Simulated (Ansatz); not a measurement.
Geometry relaxation, with input and output: C (part 2 of 2)

Continued. System: C (12 atoms in the cell). Method: DFT r2SCAN, scalar-relativistic, plane waves, PAW, no spin polarisation (Ansatz 0.2.0); cutoff 500 eV, 18×18×2 k-mesh, Gaussian smearing of 0.1 eV. The structure derives from a Materials Project entry. It belongs to a series of runs on one base structure; here: structure listed in a database for this formula (P6_3mc, No. 186).

Geometry of the input (Å; fractional positions):
```
2.4562  0.0000  0.0000
-1.2281  2.1272  0.0000
0.0000  0.0000  29.4919
C  0.6667  0.3333  0.9984
C  0.6667  0.3333  0.4984
C  0.6667  0.3333  0.7328
C  0.6667  0.3333  0.2328
C  0.0000  0.0000  0.6158
C  0.3333  0.6667  0.2328
C  0.0000  0.0000  0.1158
C  0.6667  0.3333  0.6158
C  0.3333  0.6667  0.7328
C  0.3333  0.6667  0.1158
C  0.3333  0.6667  0.4984
C  0.3333  0.6667  0.9984
```

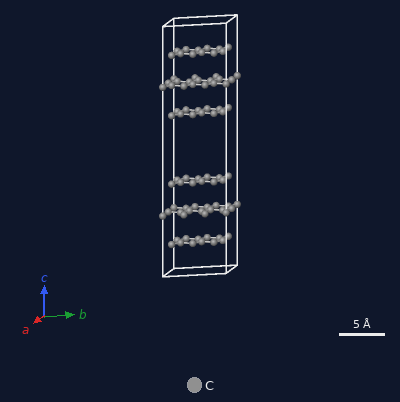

The input geometry (ball-and-stick view of the 2 × 3 repeat of the cell, with the vacuum cut short, seen slightly off an axis).

**Log, continued**
```
SCF iter   1: F=—  HF=-3019.930354 eV  |F-HF|=—  |Δ(HF+E_count)|=         —  Δρ=5.48e-3  dr2=3.81e-2  dr2_τ=4.46e-2  ethr=8.04e-5  ⟨swp⟩=1.7  Hψ=10994  notcnv=0  defer=1
preconditioner: auto → LDOS  [metal: Δε(μ)=0.008 eV  Ē_g=16.288 eV  σ=0.100 eV  W_gap=0.05  n_scr=20 (ndim 8)  ℏωp=20.7 eV  f_vac=0.302  D(μ)=0.55/eV (n_scr^D=6)  β→1.0]
SCF iter   2: F=—  HF=-3019.959668 eV  |F-HF|=—  |Δ(HF+E_count)|=   2.93e-2  Δρ=2.68e-3  dr2=4.59e-2  dr2_τ=5.42e-4  ethr=7.93e-5  ⟨swp⟩=2.8  Hψ=5518  notcnv=0  defer=9
SCF iter   3: F=—  HF=-3019.947307 eV  |F-HF|=—  |Δ(HF+E_count)|=   1.24e-2  Δρ=5.86e-4  dr2=4.18e-4  dr2_τ=1.35e-5  ethr=7.93e-5  ⟨swp⟩=2.1  Hψ=4219  notcnv=0  defer=14
SCF iter   4: F=—  HF=-3019.947336 eV  |F-HF|=—  |Δ(HF+E_count)|=   2.95e-5  Δρ=1.28e-4  dr2=2.40e-5  dr2_τ=2.19e-6  ethr=8.72e-7  ⟨swp⟩=2.3  Hψ=4246  notcnv=0  defer=14
SCF iter   5: F=—  HF=-3019.947332 eV  |F-HF|=—  |Δ(HF+E_count)|=   4.00e-6  Δρ=4.24e-5  dr2=1.48e-6  dr2_τ=2.52e-7  ethr=4.99e-8  ⟨swp⟩=2.0  Hψ=4333  notcnv=0  defer=14
SCF iter   6: F=—  HF=-3019.947444 eV  |F-HF|=—  |Δ(HF+E_count)|=   1.12e-4  Δρ=9.54e-6  dr2=9.59e-8  dr2_τ=1.53e-8  ethr=3.08e-9  ⟨swp⟩=2.0  Hψ=4299  notcnv=0  defer=18
SCF iter   7: F=—  HF=-3019.947444 eV  |F-HF|=—  |Δ(HF+E_count)|=   7.00e-8  Δρ=2.46e-6  dr2=1.01e-8  dr2_τ=1.50e-9  ethr=2.00e-10  ⟨swp⟩=2.0  Hψ=4266  notcnv=0  defer=18
SCF iter   8: F=—  HF=-3019.947444 eV  |F-HF|=—  |Δ(HF+E_count)|=   1.83e-9  Δρ=5.30e-7  dr2=2.71e-10  dr2_τ=2.44e-11  ethr=2.11e-11  ⟨swp⟩=2.1  Hψ=3822  notcnv=0  defer=18
SCF iter   9: F=-3019.947444 eV  HF=-3019.947444 eV  |F-HF|=6.82e-12  |Δ(HF+E_count)|=  2.32e-11  Δρ=1.14e-7  dr2=1.50e-11  dr2_τ=3.29e-12  ethr=1.00e-12  ⟨swp⟩=12.9  Hψ=13495  notcnv=0
SCF 4 converged in 9 iterations: F = -3019.947444 eV  dr2 = 1.50e-11
relax step   4: F+E_penalty+E_count = -3019.94744389 eV  Δ(F+E_penalty+E_count) = -4.503e-5 eV  max|allowed force component| = 3.207e-3 eV/Å  Δτ_max = 0.0261 Å  P = +0.007 GPa  Ω = 154.805 Å³  energy of the carried Pulay correction = -1.782e-4 eV  (9 SCF iters, accepted)
Crystal: 12 atoms, lattice volume = 154.975 Å³
iter 1 solved again at ethr=1.94e-5 eV; its pass at ethr=3.10e-3 eV (dr2=9.30e-3 eV) is discarded
SCF iter   1: F=—  HF=-3019.942792 eV  |F-HF|=—  |Δ(HF+E_count)|=         —  Δρ=2.68e-3  dr2=9.19e-3  dr2_τ=1.07e-2  ethr=1.94e-5  ⟨swp⟩=2.0  Hψ=10920  notcnv=0
preconditioner: auto → LDOS  [metal: Δε(μ)=0.008 eV  Ē_g=16.278 eV  σ=0.100 eV  W_gap=0.04  n_scr=20 (ndim 8)  ℏωp=20.7 eV  f_vac=0.299  D(μ)=0.56/eV (n_scr^D=6)  β→1.0]
SCF iter   2: F=—  HF=-3019.950228 eV  |F-HF|=—  |Δ(HF+E_count)|=   7.44e-3  Δρ=1.30e-3  dr2=1.07e-2  dr2_τ=1.29e-4  ethr=1.91e-5  ⟨swp⟩=2.3  Hψ=4935  notcnv=0
SCF iter   3: F=—  HF=-3019.947397 eV  |F-HF|=—  |Δ(HF+E_count)|=   2.83e-3  Δρ=2.80e-4  dr2=9.04e-5  dr2_τ=3.01e-6  ethr=1.91e-5  ⟨swp⟩=2.0  Hψ=3971  notcnv=0
SCF iter   4: F=—  HF=-3019.947406 eV  |F-HF|=—  |Δ(HF+E_count)|=   8.83e-6  Δρ=5.98e-5  dr2=4.86e-6  dr2_τ=4.56e-7  ethr=1.88e-7  ⟨swp⟩=2.2  Hψ=4200  notcnv=0
SCF iter   5: F=—  HF=-3019.947405 eV  |F-HF|=—  |Δ(HF+E_count)|=   9.00e-7  Δρ=2.02e-5  dr2=3.44e-7  dr2_τ=6.49e-8  ethr=1.01e-8  ⟨swp⟩=2.0  Hψ=4400  notcnv=0
SCF iter   6: F=—  HF=-3019.947518 eV  |F-HF|=—  |Δ(HF+E_count)|=   1.13e-4  Δρ=4.16e-6  dr2=2.77e-8  dr2_τ=2.46e-9  ethr=7.17e-10  ⟨swp⟩=2.0  Hψ=4368  notcnv=0
SCF iter   7: F=—  HF=-3019.947518 eV  |F-HF|=—  |Δ(HF+E_count)|=   4.17e-8  Δρ=8.80e-7  dr2=6.07e-10  dr2_τ=1.40e-10  ethr=5.77e-11  ⟨swp⟩=2.6  Hψ=4274  notcnv=0
SCF iter   8: F=-3019.947518 eV  HF=-3019.947518 eV  |F-HF|=5.46e-12  |Δ(HF+E_count)|=  2.57e-10  Δρ=2.03e-7  dr2=4.81e-11  dr2_τ=3.31e-12  ethr=1.00e-12  ⟨swp⟩=10.5  Hψ=13296  notcnv=0
SCF 5 converged in 8 iterations: F = -3019.947518 eV  dr2 = 4.81e-11
  greatest PAW one-centre occupation: 0.687 electrons in one spin orbital (limit 2), on the C atom at site 7 (counted from 0), in its partial waves of l = 0
relax step   5: F+E_penalty+E_count = -3019.94751757 eV  Δ(F+E_penalty+E_count) = -7.368e-5 eV  max|allowed force component| = 2.553e-4 eV/Å  Δτ_max = 0.0128 Å  P = +0.001 GPa  Ω = 154.975 Å³  energy of the carried Pulay correction = -2.204e-4 eV  (8 SCF iters, accepted)
Basis set: ecut = 500 eV, 4003 PW (Γ), exchange–correlation on 72×72×900 points (64 copies of the dense FFT grid, shifted against one another)
Initial wavefunctions: pseudopotential atomic-orbital guess (no wavefunctions were taken with the density)
iter 1 solved again at ethr=2.59e-7 eV; its pass at ethr=3.10e-3 eV (dr2=1.25e-4 eV) is discarded
SCF iter   1: F=—  HF=-3019.947689 eV  |F-HF|=—  |Δ(HF+E_count)|=         —  Δρ=6.19e-6  dr2=5.05e-9  dr2_τ=1.06e-8  ethr=2.59e-7  ⟨swp⟩=4.6  Hψ=25555  notcnv=0  defer=8
eigensolver tolerance schedule: the retry pair's looser diagonalisation over-reported the residual by 24642.69 of it (diagonalisation noise at an unbounded share of the residual, at the tolerance the schedule requests for it); recorded, not acted on — ethr = c·dr2/N_el stays at c = 1.0e-1
preconditioner: auto → LDOS  [metal: Δε(μ)=0.008 eV  Ē_g=16.284 eV  σ=0.100 eV  W_gap=0.04  n_scr=20 (ndim 8)  ℏωp=20.7 eV  f_vac=0.302  D(μ)=0.56/eV (n_scr^D=6)  β→1.0]
SCF iter   2: F=—  HF=-3019.947640 eV  |F-HF|=—  |Δ(HF+E_count)|=   4.87e-5  Δρ=6.04e-7  dr2=5.48e-10  dr2_τ=5.48e-11  ethr=1.05e-11  ⟨swp⟩=3.8  Hψ=6637  notcnv=0  defer=3
SCF iter   3: F=-3019.947640 eV  HF=-3019.947640 eV  |F-HF|=1.06e-10  |Δ(HF+E_count)|=  1.32e-10  Δρ=2.65e-7  dr2=9.60e-11  dr2_τ=1.22e-11  ethr=1.00e-12  ⟨swp⟩=33.1  Hψ=20357  notcnv=0
the search or the solves at the SCF's close seem to have found levels that the self-consistency loop had missed (the run counts 4). By its estimate they hold under 1e-12 electrons; where the run keeps them, the occupations were computed again with them
SCF 6 converged in 3 iterations: F = -3019.947640 eV  dr2 = 9.60e-11
relax step   6: F+E_penalty+E_count = -3019.94764004 eV  Δ(F+E_penalty+E_count) = -1.225e-4 eV  max|allowed force component| = 2.565e-4 eV/Å  Δτ_max = 0.0000 Å  P = +0.001 GPa  Ω = 154.975 Å³  stress off target by 5.31e-3 GPa  SCF on the basis re-selected at this cell (its energy is not comparable with the rows above)  (3 SCF iters)
basis re-selected at this cell: Δ(F+E_penalty+E_count) = -1.225e-4 eV, ΔP = -0.000 GPa vs the last step (what re-selecting the basis moved, of the pressure what is left beyond the Pulay correction that the steps carried, after the strain that the cell walked since its last selection, with what the two solves' SCF thresholds leave and, on support functions, any second-order correction that the steps lacked; it is no measure of the basis error at this ecutwfc). The dense FFT grid was sized anew with the basis: this SCF ran on 18×18×225 points, the steps before it on 18×18×216, so part of this shift can come from that change (see relax.cell in the input reference). This SCF's stress stands 5.31e-3 GPa from its target on what of the cell is left free (relax.cell.stress_tol is 5.00e-2 GPa) and its largest allowed force component is 2.56e-4 eV/Å (relax.f_tol is 1.00e-2 eV/Å): within both
SCF converged after 3 iterations
Free energy (F): -3019.947640 eV
Harris-Foulkes:  -3019.947640 eV  (|F-HF|=1.06e-10)
Internal energy: -3019.944862 eV  (E = F + TS)
E sigma→0 (E₀):  -3019.946251 eV
Entropy (-TS):   -0.002778 eV (-0.232 meV/atom)
Fermi energy:    3.406986 eV
--- Per-component energies (eV) ---
  E_band       = -305.655253
  E_kinetic    = 1090.420475
  E_local      = -7036.680738  (includes V_loc(G=0)·N_el)
  E_nonlocal   = 323.396733
  E_hartree    = 3069.495021
  E_xc         = -566.434480
  E_vxc        = -784.877322  (∫ρ·V_xc dr)
  E_paw        = -1210.555378  (= ΣΔE_a)
  E_vpaw       = -81.056185  (= ΣTr[D̂ρ^β])
  E_aug_tail   = 0.000063  (compensation charges beyond the density's cutoff)
  E_vtau       = 44.151363  (kinetic-family band-sum trace: ∫τ·v_τ [+ j·A + Jᵃ·Aᵃ] dr)
  E_ewald      = 1310.710726
  E_core_change = -0.297285  (= ΣΔE_core)
  E_smearing   = -0.002778  (= −TS)
  E_closure    = 0.000000  (closes the sum)
  Σ components = -3019.947640   (vs F -3019.947640, Δ=0.00e0)
--- Forces (eV/Å), atoms counted from 1 ---
  atom   1  C     -0.00000000    -0.00000000     0.00026762
  atom   2  C      0.00000000     0.00000000     0.00017698
  atom   3  C      0.00000000     0.00000000    -0.00009615
  atom   4  C     -0.00000000     0.00000000    -0.00021543
  atom   5  C     -0.00000000    -0.00000000    -0.00002939
  atom   6  C      0.00000000    -0.00000000    -0.00009615
  atom   7  C      0.00000000     0.00000000    -0.00002939
  atom   8  C      0.00000000    -0.00000000    -0.00003677
  atom   9  C      0.00000000    -0.00000000    -0.00021543
  atom  10  C     -0.00000000     0.00000000    -0.00003677
  atom  11  C      0.00000000     0.00000000     0.00026762
  atom  12  C      0.00000000     0.00000000     0.00017698
  max |Σ_I F_I| component: 1.34e-4 eV/Å
--- Stress (GPa, compression-positive) ---
        0.003886       0.000000      -0.000000
        0.000000       0.003886       0.000000
       -0.000000       0.000000      -0.005312
  P = ⅓ Tr σ = 0.0008 GPa (0.008 kbar)
--- Band table (eV; the first three rows and the last of 74) ---
  k-point 0: bands = ["-17.5178", "-17.5178", "-17.4528", "-17.4528", "-17.3762", "-17.3762", "-5.2568", "-5.2566", "-4.7392", "-4.7387", "-4.1587", "-4.1583", "0.1599", "0.1599", "0.1599", "0.1599", "0.1613", "0.1613", "0.1613", "0.1613", "0.1722", "0.1722", "0.1722", "0.1722", "6.8821", "7.0763", "7.5844", "8.3286", "8.6522", "9.7877", "10.6531", "11.7985", "12.1569", "12.1569", "12.1569", "12.1569"]
  k-point 1: bands = ["-17.5178", "-17.5178", "-17.4528", "-17.4528", "-17.3762", "-17.3762", "-5.2567", "-5.2567", "-4.7390", "-4.7390", "-4.1585", "-4.1585", "0.1599", "0.1599", "0.1599", "0.1599", "0.1613", "0.1613", "0.1613", "0.1613", "0.1722", "0.1722", "0.1722", "0.1722", "6.9581", "6.9581", "7.8737", "7.8737", "9.2411", "9.2411", "11.2456", "11.2456", "12.1569", "12.1569", "12.1569", "12.1569"]
  k-point 2: bands = ["-17.4399", "-17.4399", "-17.3752", "-17.3752", "-17.2990", "-17.2990", "-5.1628", "-5.1626", "-4.6464", "-4.6459", "-4.0676", "-4.0672", "-0.1629", "-0.1628", "-0.1601", "-0.1601", "-0.1481", "-0.1481", "-0.0083", "-0.0083", "-0.0060", "-0.0060", "0.0057", "0.0057", "6.9820", "7.1770", "7.6806", "8.4259", "8.7456", "9.8808", "10.7405", "11.8751", "12.1922", "12.1980", "12.2165", "12.2223"]
  k-point 73: bands = ["-10.1613", "-10.1613", "-10.1216", "-10.1216", "-10.1204", "-10.1204", "-10.1200", "-10.1200", "-10.1102", "-10.1102", "-10.0726", "-10.0726", "-7.7741", "-7.7741", "-7.7731", "-7.7731", "-7.7647", "-7.7647", "3.0495", "3.0495", "3.4001", "3.4001", "3.4035", "3.4035", "3.4111", "3.4111", "3.4133", "3.4133", "3.7982", "3.7982", "14.2223", "14.2223", "14.3240", "14.3240", "14.6599", "14.6599"]
--- Relaxed structure (5 steps of the walk, 5 accepted, 1 SCFs on fresh bases) ---
  F+E_penalty+E_count = -3019.94764004 eV   max|allowed force component| = 2.565e-4 eV/Å   (the final SCF, on the basis selected at the relaxed cell)
  cell:  # Å, volume = 154.9745 Å³
    - [2.4558674715845714, 2.8863001460774115e-11, -4.2355767674345864e-33]
    - [-1.2279337358172817, 2.126843618705665, 8.95231940332445e-34]
    - [-5.085602778998249e-32, -1.6949940010457332e-32, 29.670158282676677]
  atoms:
    - { symbol: C, position: [0.6666666666666665, 0.3333333333333333, 0.9968722097635841] }
    - { symbol: C, position: [0.6666666666666665, 0.3333333333333333, 0.4968761647214859] }
    - { symbol: C, position: [0.6666666666666665, 0.3333333333333333, 0.7344514476180181] }
    - { symbol: C, position: [0.6666666666666665, 0.3333333333333333, 0.23445542834887037] }
    - { symbol: C, position: [-2.7838804163899403e-32, -3.295631739908542e-32, 0.6156723529082737] }
    - { symbol: C, position: [0.33333333333333326, 0.6666666666666665, 0.23445144761801812] }
    - { symbol: C, position: [1.5757507239460576e-32, 3.416350851278282e-32, 0.11567235290827367] }
    - { symbol: C, position: [0.6666666666666665, 0.3333333333333333, 0.6156723866397672] }
    - { symbol: C, position: [0.33333333333333326, 0.6666666666666665, 0.7344554283488705] }
    - { symbol: C, position: [0.33333333333333326, 0.6666666666666665, 0.11567238663976737] }
    - { symbol: C, position: [0.33333333333333326, 0.6666666666666665, 0.4968722097635842] }
    - { symbol: C, position: [0.33333333333333326, 0.6666666666666665, 0.9968761647214858] }
```

**Summary**

```tsv
quantity	value
outcome	converged
space group (tolerance 0.01 Å)	P6₃mc (186) → P6₃/mmc (194)
electrons treated	48
free energy	−3019.9476 eV
Fermi energy	3.407 eV
gap on the k-point mesh	none (metallic)
pressure	0.00 GPa
final volume	154.97 Å³
largest force (length of the vector) at the end	under 0.001 eV/Å
final cell	a = 2.456 Å, b = 2.456 Å, c = 29.670 Å, α = 90.00°, β = 90.00°, γ = 120.00°
hardware	1 thread of an x86-64 CPU, shared host
wall time	11 min (CPU time 6.6 min; the host was busy)
peak memory	0.9 GiB
```
